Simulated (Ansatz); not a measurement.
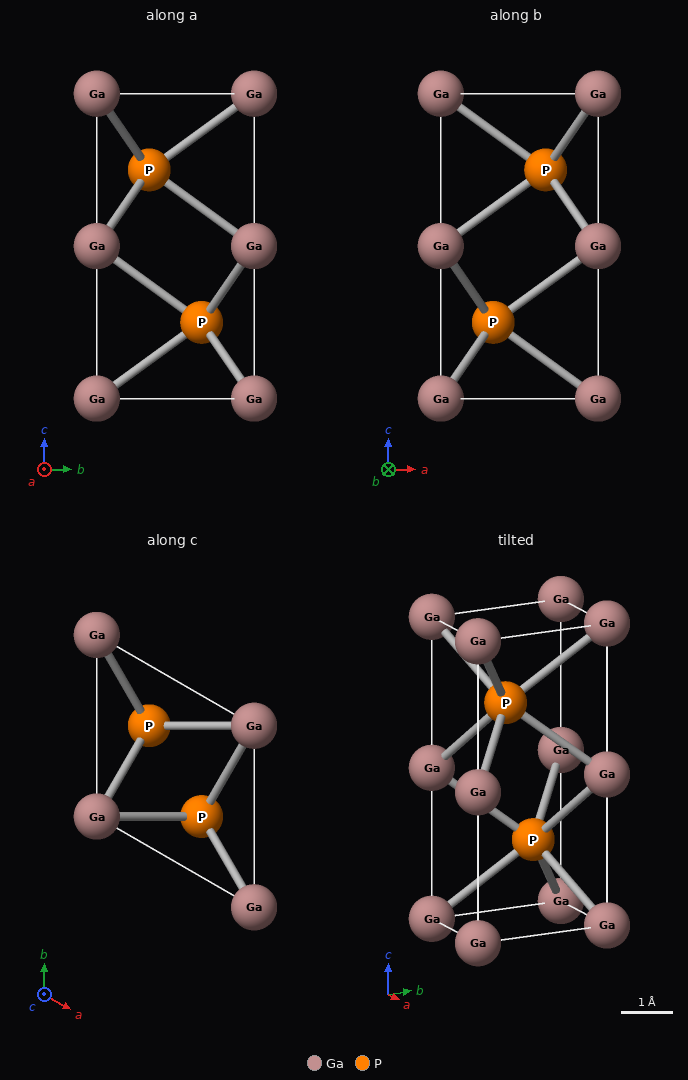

Structure drawing (ball-and-stick), viewed along the a axis, along the b axis, along the c axis and slightly off an axis. The frame is the conventional unit cell; atoms at its boundary are shown with their periodic copies.

Lattice parameters: a = 3.584 Å, b = 3.584 Å, c = 6.018 Å, α = 90.00°, β = 90.00°, γ = 120.00°.

Question: Convert the drawing into a table of Wyckoff sites.

Answer: Space group P6_3/mmc (No. 194).
| atom | site | x | y | z |
| --- | --- | --- | --- | --- |
| Ga | 2a | 0.0000 | 0.0000 | 0.0000 |
| P | 2c | 0.3333 | 0.6667 | 0.2500 |

The structure was taken from a structure type filled with these elements by a generator (whether the compound takes this form wasn't checked). The picture shows the end point of a geometry optimisation with DFT, r2SCAN+rVV10, plane waves, PAW in Ansatz 0.2.0.
